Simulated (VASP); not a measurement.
**Geometry relaxation, with input and output: Si (part 3 of 3)**

Si (Imma, 2 atoms in the cell); Kohn-Sham DFT of a periodic cell, PBEsol, VASP PAW PBE potentials, recommended, no spin polarisation (VASP 6.6.1); cutoff 600 eV, 12×12×12 k-mesh, Gaussian smearing of 0.03 eV. The structure derives from an entry of the Crystallography Open Database.

Geometry of the input (Å; fractional positions):
```
-2.2510  2.3685  1.2750
2.2510  -2.3685  1.2750
2.2510  2.3685  -1.2750
Si 0.8070  0.0570  0.7500
Si 0.1930  0.9430  0.2500
```

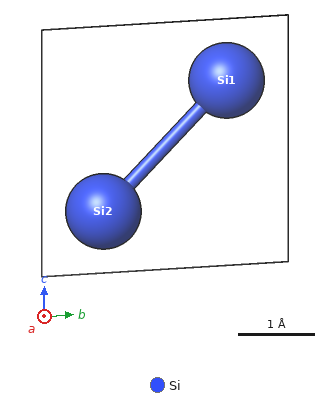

Fig. 1: The geometry at step 9 of the log (ball-and-stick view of the reduced cell, along the a axis; atoms are numbered from 1 in the order of the input).

Parts of OUTCAR, continued:
```
 -----------------------------------------------------------------------------
  energy-cutoff  :      600.00
  volume of cell :       26.67
      direct lattice vectors                 reciprocal lattice vectors
    -2.233801347  2.383715172  1.252122333     0.000000000  0.209756604  0.399322005
     2.233801347 -2.383715172  1.252122333     0.223833691  0.000000000  0.399322005
     2.233801347  2.383715172 -1.252122333     0.223833691  0.209756604  0.000000000

 POSITION                                       TOTAL-FORCE (eV/Angst)
 -----------------------------------------------------------------------------------
      0.00000      3.57557      0.09487         0.000000      0.000000     -0.003064
      2.23380     -1.19186      1.15725        -0.000000     -0.000000      0.003064
 -----------------------------------------------------------------------------------
    total drift:                               -0.000000     -0.000000     -0.000000

  FREE ENERGIE OF THE ION-ELECTRON SYSTEM (eV)
  ---------------------------------------------------
  free  energy   TOTEN  =       -10.9770580732 eV

  energy  without entropy=      -10.9769038120  energy(sigma->0) =      -10.97698094

  enthalpy is  TOTEN    =        -8.3470797634 eV   P V=        2.6299783097

--------------------------------------- Ionic step       18  -------------------------------------------

 number of electron       8.0000000 magnetization

------------------------ aborting loop because EDIFF is reached ----------------------------------------

  FORCE on cell =-STRESS in cart. coord.  units (eV):
  Direction    XX          YY          ZZ          XY          YZ          ZX
  --------------------------------------------------------------------------------------
  -------------------------------------------------------------------------------------
  Total        2.6199269      2.6091066      2.6523565      0.0000000      0.0000000      0.0000000
  in kB      157.3977361    156.7476856    159.3460128      0.0000000      0.0000000      0.0000000
  external PRESSURE =      -0.1695218 kB  Pullay stress =     158.0000000 kB

 VOLUME and BASIS-vectors are now :
 -----------------------------------------------------------------------------
  energy-cutoff  :      600.00
  volume of cell :       26.67
      direct lattice vectors                 reciprocal lattice vectors
    -2.233744478  2.383727506  1.252135087     0.000000000  0.209755519  0.399317937
     2.233744478 -2.383727506  1.252135087     0.223839389  0.000000000  0.399317937
     2.233744478  2.383727506 -1.252135087     0.223839389  0.209755519  0.000000000

 POSITION                                       TOTAL-FORCE (eV/Angst)
 -----------------------------------------------------------------------------------
      0.00000      3.57559      0.09494         0.000000     -0.000000     -0.003184
      2.23374     -1.19186      1.15720        -0.000000      0.000000      0.003184
 -----------------------------------------------------------------------------------
    total drift:                                0.000000      0.000000      0.000000

  FREE ENERGIE OF THE ION-ELECTRON SYSTEM (eV)
  ---------------------------------------------------
  free  energy   TOTEN  =       -10.9770315010 eV

  energy  without entropy=      -10.9768774154  energy(sigma->0) =      -10.97695446

  enthalpy is  TOTEN    =        -8.3470797508 eV   P V=        2.6299517503

--------------------------------------- Ionic step       19  -------------------------------------------

 number of electron       8.0000000 magnetization

 Free energy of the ion-electron system (eV)
  ---------------------------------------------------
  ext. energy  EPLUGINS =         0.00000000
  ---------------------------------------------------
  free energy    TOTEN  =       -10.97693643 eV

  energy without entropy =      -10.97678136  energy(sigma->0) =      -10.97685889

 E-fermi :  10.9279     XC(G=0): -11.5172     alpha+bet :-17.9877

 val. band max:       10.8930189371   @ k =  -0.0833   0.0833   0.0833
 cond. band min:      10.9360994936   @ k =  -0.2500  -0.1667   0.0833
 fundamental gap:      0.0430805565
 Fermi energy:        10.9279191409

 k-point     1 :       0.0000    0.0000    0.0000
  band No.  band energies     occupation
      1      -4.0934      2.00000
      2       7.6924      2.00000
      3       8.4038      2.00000
      4       9.0569      2.00000
      5      11.8065      0.00000
      6      18.5672      0.00000
      7      19.6674      0.00000
      8      21.2973      0.00000

 k-point     2 :       0.0833    0.0000   -0.0000
  band No.  band energies     occupation
      1      -3.8891      2.00000
      2       7.6385      2.00000
      3       7.8877      2.00000
      4       9.8934      2.00000
      5      12.2517      0.00000
      6      17.3057      0.00000
      7      19.1585      0.00000
      8      20.2539      0.00000

 k-point     3 :       0.1667    0.0000   -0.0000
  band No.  band energies     occupation
      1      -3.2775      2.00000
      2       7.4849      2.00000
      3       7.6017      2.00000
      4      11.1104      0.00000
      5      13.4590      0.00000
      6      15.6450      0.00000
      7      16.0421      0.00000
      8      18.5014      0.00000

 k-point     4 :       0.2500    0.0000   -0.0000
  band No.  band energies     occupation
      1      -2.2630      2.00000
      2       7.4338      2.00000
      3       7.7636      2.00000
      4      10.9706      0.04435
      5      13.9312      0.00000
      6      14.6404      0.00000
      7      15.1762      0.00000
      8      16.0712      0.00000

 k-point     5 :       0.3333    0.0000   -0.0000
  band No.  band energies     occupation
      1      -0.8527      2.00000
      2       7.7253      2.00000
      3       8.2198      2.00000
      4       8.4117      2.00000
      5      12.2829      0.00000
      6      13.7222      0.00000
      7      15.9970      0.00000
      8      16.3708      0.00000

 [... the levels of 18 k-points are left out ...]

 k-point    24 :       0.3333    0.1667    0.0000
  band No.  band energies     occupation
      1       2.4616      2.00000
      2       4.4501      2.00000
      3       7.0353      2.00000
      4       8.7375      2.00000
      5      11.4558      0.00000
      6      12.2504      0.00000
      7      14.5532      0.00000
      8      17.7005      0.00000

 [... further k-points ...]

------------------------ aborting loop because EDIFF is reached ----------------------------------------

  FORCE on cell =-STRESS in cart. coord.  units (eV):
  Direction    XX          YY          ZZ          XY          YZ          ZX
  --------------------------------------------------------------------------------------
  -------------------------------------------------------------------------------------
  Total        2.6218309      2.6190464      2.6436810      0.0000000     -0.0000000      0.0000000
  in kB      157.5181352    157.3508431    158.8308782      0.0000000     -0.0000000      0.0000000
  external PRESSURE =      -0.1000478 kB  Pullay stress =     158.0000000 kB

 VOLUME and BASIS-vectors are now :
 -----------------------------------------------------------------------------
  energy-cutoff  :      600.00
  volume of cell :       26.67
      direct lattice vectors                 reciprocal lattice vectors
    -2.233688870  2.383395586  1.252292848     0.000000000  0.209784730  0.399267632
     2.233688870 -2.383395586  1.252292848     0.223844962  0.000000000  0.399267632
     2.233688870  2.383395586 -1.252292848     0.223844962  0.209784730  0.000000000

 POSITION                                       TOTAL-FORCE (eV/Angst)
 -----------------------------------------------------------------------------------
      0.00000      3.57509      0.09482         0.000000     -0.000000     -0.002807
      2.23369     -1.19170      1.15748        -0.000000      0.000000      0.002807
 -----------------------------------------------------------------------------------
    total drift:                               -0.000000      0.000000      0.000000

  FREE ENERGIE OF THE ION-ELECTRON SYSTEM (eV)
  ---------------------------------------------------
  free  energy   TOTEN  =       -10.9769364276 eV

  energy  without entropy=      -10.9767813573  energy(sigma->0) =      -10.97685889

  enthalpy is  TOTEN    =        -8.3470850417 eV   P V=        2.6298513859

 reached required accuracy - stopping structural energy minimisation
```

CONTCAR:
```
Si
   1.00000000000000
    -2.2336888702440567    2.3833955856806095    1.2522928477931607
     2.2336888702440567   -2.3833955856806095    1.2522928477931607
     2.2336888702440567    2.3833955856806095   -1.2522928477931607
  Si
     2
Direct
     0.7878575612714495    0.0378575612714498    0.7500000000000000
     0.2121424387285502    0.9621424387285505    0.2500000000000000

  0.00000000E+00  0.00000000E+00  0.00000000E+00
  0.00000000E+00  0.00000000E+00  0.00000000E+00
```

Trajectory as extended XYZ (Å, eV, eV/Å), 19 frames, from step=0 to step=18:
```
2
Lattice="-2.2510 2.3685 1.2750 2.2510 -2.3685 1.2750 2.2510 2.3685 -1.2750" Properties=species:S:1:pos:R:3:forces:R:3 step=0 energy=-11.01576
Si    0.0000    3.5528    0.1454    0.0000   0.0000   0.0050
Si    2.2510   -1.1843    1.1297    0.0000   0.0000  -0.0050
2
Lattice="-2.2272 2.3753 1.2459 2.2272 -2.3753 1.2459 2.2272 2.3753 -1.2459" Properties=species:S:1:pos:R:3:forces:R:3 step=1 energy=-10.94064
Si    0.0000    3.5630    0.1423    0.0000   0.0000  -0.0826
Si    2.2272   -1.1877    1.1036    0.0000   0.0000   0.0826
2
Lattice="-2.2353 2.3730 1.2558 2.2353 -2.3730 1.2558 2.2353 2.3730 -1.2558" Properties=species:S:1:pos:R:3:forces:R:3 step=2 energy=-10.97170
Si    0.0000    3.5595    0.1433    0.0000   0.0000  -0.0536
Si    2.2353   -1.1865    1.1125    0.0000   0.0000   0.0536
2
Lattice="-2.2466 2.3850 1.2494 2.2466 -2.3850 1.2494 2.2466 2.3850 -1.2494" Properties=species:S:1:pos:R:3:forces:R:3 step=3 energy=-10.98450
Si    0.0000    3.5775    0.1402    0.0000   0.0000  -0.0434
Si    2.2466   -1.1925    1.1091    0.0000   0.0000   0.0434
2
Lattice="-2.2408 2.3789 1.2527 2.2408 -2.3789 1.2527 2.2408 2.3789 -1.2527" Properties=species:S:1:pos:R:3:forces:R:3 step=4 energy=-10.97880
Si    0.0000    3.5683    0.1418    0.0000   0.0000  -0.0486
Si    2.2408   -1.1894    1.1109    0.0000   0.0000   0.0486
2
Lattice="-2.2445 2.3782 1.2547 2.2445 -2.3782 1.2547 2.2445 2.3782 -1.2547" Properties=species:S:1:pos:R:3:forces:R:3 step=5 energy=-10.98697
Si    0.0000    3.5674    0.1400    0.0000   0.0000  -0.0366
Si    2.2445   -1.1891    1.1147    0.0000   0.0000   0.0366
2
Lattice="-2.2440 2.3783 1.2545 2.2440 -2.3783 1.2545 2.2440 2.3783 -1.2545" Properties=species:S:1:pos:R:3:forces:R:3 step=6 energy=-10.98595
Si    0.0000    3.5675    0.1402    0.0000   0.0000  -0.0381
Si    2.2440   -1.1892    1.1142    0.0000   0.0000   0.0381
2
Lattice="-2.2430 2.3781 1.2546 2.2430 -2.3781 1.2546 2.2430 2.3781 -1.2546" Properties=species:S:1:pos:R:3:forces:R:3 step=7 energy=-10.98510
Si    0.0000    3.5672    0.1377    0.0000   0.0000  -0.0362
Si    2.2430   -1.1891    1.1169    0.0000   0.0000   0.0362
2
Lattice="-2.2401 2.3776 1.2550 2.2401 -2.3776 1.2550 2.2401 2.3776 -1.2550" Properties=species:S:1:pos:R:3:forces:R:3 step=8 energy=-10.98241
Si    0.0000    3.5663    0.1301    0.0000   0.0000  -0.0293
Si    2.2401   -1.1888    1.1250    0.0000   0.0000   0.0293
2
Lattice="-2.2342 2.3764 1.2559 2.2342 -2.3764 1.2559 2.2342 2.3764 -1.2559" Properties=species:S:1:pos:R:3:forces:R:3 step=9 energy=-10.97648
Si    0.0000    3.5646    0.1148    0.0000   0.0000  -0.0168
Si    2.2342   -1.1882    1.1411    0.0000   0.0000   0.0168
2
Lattice="-2.2340 2.3769 1.2557 2.2340 -2.3769 1.2557 2.2340 2.3769 -1.2557" Properties=species:S:1:pos:R:3:forces:R:3 step=10 energy=-10.97648
Si    0.0000    3.5653    0.1138    0.0000   0.0000  -0.0164
Si    2.2340   -1.1884    1.1419    0.0000   0.0000   0.0164
2
Lattice="-2.2335 2.3783 1.2552 2.2335 -2.3783 1.2552 2.2335 2.3783 -1.2552" Properties=species:S:1:pos:R:3:forces:R:3 step=11 energy=-10.97643
Si    0.0000    3.5674    0.1108    0.0000   0.0000  -0.0155
Si    2.2335   -1.1891    1.1443    0.0000   0.0000   0.0155
2
Lattice="-2.2323 2.3810 1.2541 2.2323 -2.3810 1.2541 2.2323 2.3810 -1.2541" Properties=species:S:1:pos:R:3:forces:R:3 step=12 energy=-10.97619
Si    0.0000    3.5715    0.1050    0.0000   0.0000  -0.0131
Si    2.2323   -1.1905    1.1491    0.0000   0.0000   0.0131
2
Lattice="-2.2301 2.3865 1.2519 2.2301 -2.3865 1.2519 2.2301 2.3865 -1.2519" Properties=species:S:1:pos:R:3:forces:R:3 step=13 energy=-10.97508
Si    0.0000    3.5798    0.0932    0.0000   0.0000  -0.0081
Si    2.2301   -1.1933    1.1587    0.0000   0.0000   0.0081
2
Lattice="-2.2310 2.3843 1.2528 2.2310 -2.3843 1.2528 2.2310 2.3843 -1.2528" Properties=species:S:1:pos:R:3:forces:R:3 step=14 energy=-10.97562
Si    0.0000    3.5765    0.0979    0.0000   0.0000  -0.0098
Si    2.2310   -1.1922    1.1549    0.0000   0.0000   0.0098
2
Lattice="-2.2318 2.3841 1.2526 2.2318 -2.3841 1.2526 2.2318 2.3841 -1.2526" Properties=species:S:1:pos:R:3:forces:R:3 step=15 energy=-10.97609
Si    0.0000    3.5762    0.0970    0.0000   0.0000  -0.0077
Si    2.2318   -1.1921    1.1556    0.0000   0.0000   0.0077
2
Lattice="-2.2338 2.3837 1.2521 2.2338 -2.3837 1.2521 2.2338 2.3837 -1.2521" Properties=species:S:1:pos:R:3:forces:R:3 step=16 energy=-10.97706
Si    0.0000    3.5756    0.0949    0.0000   0.0000  -0.0031
Si    2.2338   -1.1919    1.1572    0.0000   0.0000   0.0031
2
Lattice="-2.2337 2.3837 1.2521 2.2337 -2.3837 1.2521 2.2337 2.3837 -1.2521" Properties=species:S:1:pos:R:3:forces:R:3 step=17 energy=-10.97703
Si    0.0000    3.5756    0.0949    0.0000   0.0000  -0.0032
Si    2.2337   -1.1919    1.1572    0.0000   0.0000   0.0032
2
Lattice="-2.2337 2.3834 1.2523 2.2337 -2.3834 1.2523 2.2337 2.3834 -1.2523" Properties=species:S:1:pos:R:3:forces:R:3 step=18 energy=-10.97694
Si    0.0000    3.5751    0.0948    0.0000   0.0000  -0.0028
Si    2.2337   -1.1917    1.1575    0.0000   0.0000   0.0028
```

Summary:

| quantity | value |
| --- | --- |
| outcome | converged |
| space group (tolerance 0.01 Å) | Imma (74) |
| electrons treated | 8 |
| free energy | −10.9769 eV |
| Fermi energy | 10.928 eV |
| gap on the k-point mesh | none (metallic) |
| pressure | 15.79 GPa |
| final volume | 26.67 Å³ |
| largest force (length of the vector) at the end | 0.003 eV/Å |
| final cell | a = 3.498 Å, b = 3.498 Å, c = 3.498 Å, α = 100.64°, β = 94.11°, γ = 138.05° |
| hardware | 1 thread of AMD EPYC (Zen 5), 128 GiB of memory available, shared host |
| wall time | 4 min |
| peak memory | 0.17 GiB |

Notes:

The cell was relaxed to the target pressure of the input; what is minimised is then the enthalpy E + pV.
